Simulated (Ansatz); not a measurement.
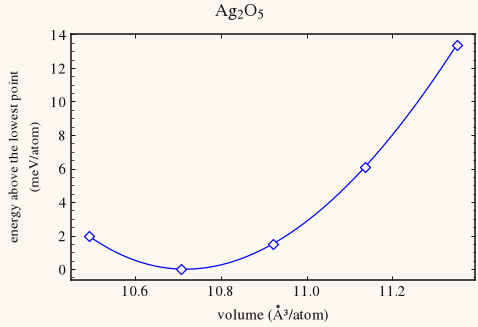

Plotted: energy above the lowest point against volume for Ag₂O₅, space group Pn-3m (No. 224) (one of a set of cubic test structures, which need not be the stable phase).

Method: equation of state of a cubic crystal from periodic Kohn-Sham density functional theory without spin, third-order Birch-Murnaghan fit to the free energies; pressure corrected for the finite basis (Ansatz 0.2.0 development build). Level: PBE.

```tsv
setting	value
structure type	cubic X2O5
atoms in cell	14
space group number	224
lattice centring	simple cubic
k mesh	21×21×21
occupation method	Fermi–Dirac
occupation width	0.06123 eV
wave cutoff	420 eV
datasets	soft-1 PAW
density tolerance	1.5e-07 eV
bands	82
density cutoff ratio	4
search for lower states	default
```

From this curve and the settings, what does the calculation give for the pressure at the same points?

The pressure falls from 2.876 GPa at volume 10.49 Å³/atom to −6.392 GPa at 11.35 Å³/atom, and changes sign near 10.72 Å³/atom.

```json
{"volume (Å³/atom)": "10.49", "pressure (GPa)": "2.876"}
{"volume (Å³/atom)": "10.71", "pressure (GPa)": "0.120"}
{"volume (Å³/atom)": "10.92", "pressure (GPa)": "-2.324"}
{"volume (Å³/atom)": "11.14", "pressure (GPa)": "-4.484"}
{"volume (Å³/atom)": "11.35", "pressure (GPa)": "-6.392"}
```

Caveats: cubic model structure, not the ambient form; no spin polarisation, a magnetic state may lie lower.
